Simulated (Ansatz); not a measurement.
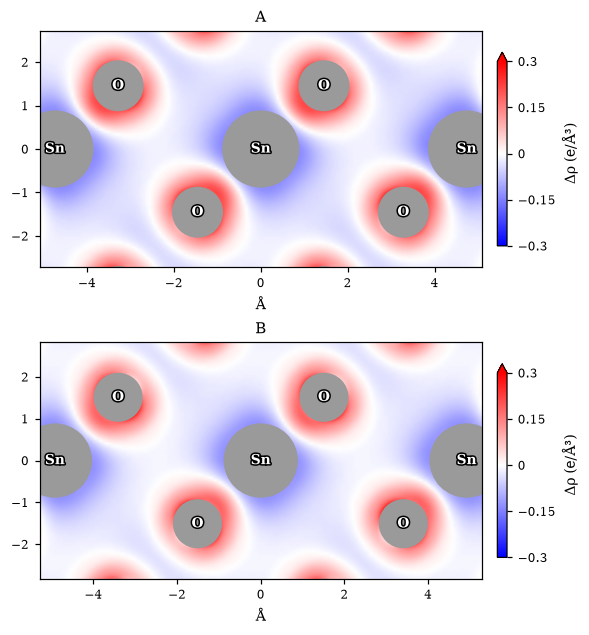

SnO$_{2}$: deformation density on the (001) plane of the conventional cell at two volumes, with the same fractional coordinates and one colour scale. Grey discs cover the cores.

Space group P4_2/mnm.

Method: Ansatz 0.2.0, DFT PBE, scalar-relativistic, plane waves, PAW.

### Which panel is the larger cell, by how much, and what changes?

B is the larger cell: B has 112 % of the volume of A.
- The pressure is 11 GPa in A and −9 GPa in B.
- Bader charges in A: Sn +2.51 and O −1.25 e; in B: Sn +2.42 and O −1.21 e.
- The rearranged charge is 0.34 e an atom in A and 0.33 e in B.

Run times: 48 s (base cell) and 41 s (scaled cell), on 2 threads of Intel(R) Xeon(R) Platinum 8259CL CPU @ 2.50GHz (Skylake/Cascade Lake), with other jobs on the host.
